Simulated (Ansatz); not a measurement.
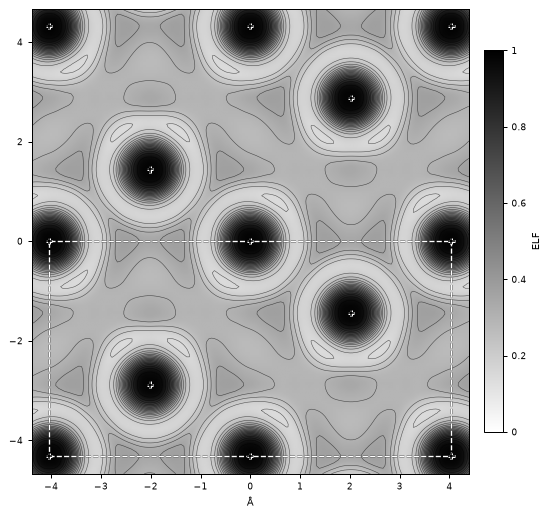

The electron localisation function on a plane through atoms (crosses mark nuclei in the plane).

All numbers below come from DFT, PBE, plane waves (420 eV) with PAW, scalar-relativistic in Ansatz 0.2.0.

Candidates:
A. C, a = 2.41 Å, b = 2.41 Å, c = 2.41 Å, α = 90.00°, β = 90.00°, γ = 90.00°. Space group Im-3m; set up as C, bcc; a generated structure, not necessarily the stable one; changed on purpose from its base cell (volume × 1.04); computed pressure about −7 GPa in this cell.
B. Co, a = 2.50 Å, b = 2.50 Å, c = 8.08 Å, α = 90.00°, β = 90.00°, γ = 120.00°. Space group P6₃/mmc; set up as Co, dhcp; a generated structure, not necessarily the stable one; spin-polarised.
C. Ta, a = 4.99 Å, b = 4.99 Å, c = 2.80 Å, α = 90.00°, β = 90.00°, γ = 120.00°. Space group P6/mmm; set up as Ta, omega (AlB2-type); a generated structure, not necessarily the stable one; changed on purpose from its base cell (volume × 1.08); computed pressure about −12 GPa in this cell; computed without spin polarisation.

Which candidate gave the map?

Answer. Candidate B: Co on the (110) plane of the conventional cell, which holds Co. Co–Co (2.48 Å): the ELF is about 0.25 at the midpoint: no shared electron pair shows on this line.
